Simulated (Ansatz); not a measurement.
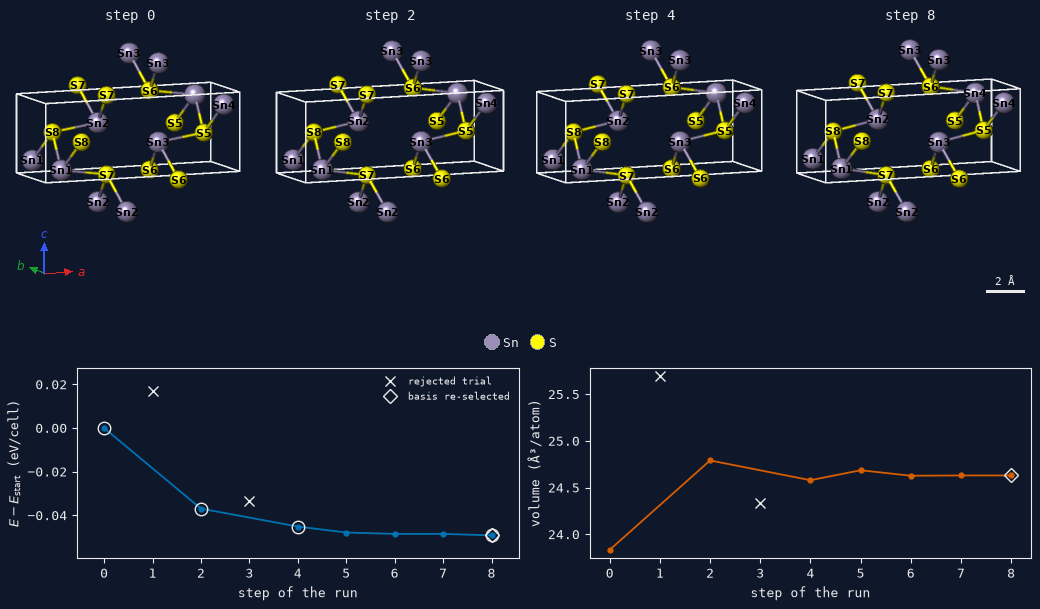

Frames of a relaxation of crystalline SnS (built on the measured structure type), marked on the history of the run. Style: ball-and-stick. Shown: the cell of the calculation, slightly off an axis.

Level of theory: DFT, r2SCAN+rVV10, plane waves, PAW (Ansatz).

The input:
```yaml
crystal:
  lattice:
    - [11.1924200451, 0.0, 0.0]
    - [0.0, 4.0034842498, 0.0]
    - [0.0, 0.0, 4.2553827389]
  atoms:
    - { symbol: Sn, position: [0.1188062245, 0.25, 0.1094060694] }
    - { symbol: Sn, position: [0.3811937755, 0.75, 0.6094060694] }
    - { symbol: Sn, position: [0.6188062245, 0.25, 0.3905939306] }
    - { symbol: Sn, position: [0.8811937755, 0.75, 0.8905939306] }
    - { symbol: S, position: [0.8521793281, 0.25, 0.4775580052] }
    - { symbol: S, position: [0.6478206719, 0.75, 0.9775580052] }
    - { symbol: S, position: [0.3521793281, 0.25, 0.0224419948] }
    - { symbol: S, position: [0.1478206719, 0.75, 0.5224419948] }
kpoints:
  mp_grid: { grid: [2, 6, 6] }
hamiltonian:
  xc: r2scan
  dispersion: rvv10
scf:
  occupations: { method: fermi_dirac, width: 0.02 }
relax:
  f_tol: 0.005
  cell: {}
```

Launched with:
```bash
ansatz run input.yaml --threads 4 --pin off --max-ram 7372MiB --backend cpu --events-out ev --progress --plain --runs-dir out
```

> What happens along the run?

The largest moves relative to the cell, 0.073 Å, are those of Sn1, Sn2, Sn3 and Sn4. Sn3 goes along −c. By element the largest moves are Sn 0.073 Å, S 0.052 Å. The drawn cell changes as follows: a 11.192 → 11.218 Å (+0.2 %), b 4.003 → 3.962 Å (−1.0 %), c 4.255 → 4.433 Å (+4.2 %); the volume changes by +3.3 %. Near-neighbour distances that change, for instance: Sn1–S8 2.684 → 2.644 Å, Sn1–S7 2.638 → 2.632 Å. Among the angles between lasting bonds that change: Sn1–S7–Sn2 102.2° → 104.7°. The space group stays Pnma (No. 62). The energy falls by 49.2 meV per cell of the calculation in 5 accepted moves (8 points after the start). Largest force component: 0.14 eV/Å at the start, 0.00047 eV/Å at the end. Pressure: 0.20 GPa at the start and 0.00 GPa at the end. The line search rejected the trial steps at points 1, 3 of the run. The SCF was repeated once at an unchanged geometry on a basis and grid sized afresh for the cell, which shifted the energy by 0.7 meV per cell of the calculation at most. Cost: 100 s on 4 threads of Intel(R) Xeon(R) Platinum 8488C (Sapphire Rapids) (shared host), peak memory 1.4 GiB. From step 0 to 2: S atoms move most (0.07 Å), volume +4.0 %, energy −36.9 meV per cell of the calculation. From step 2 to 4: Sn atoms move most (0.02 Å), volume −0.9 %, energy −8.2 meV per cell of the calculation. From step 4 to 8: Sn atoms move most (0.05 Å), volume +0.2 %, energy −4.0 meV per cell of the calculation.
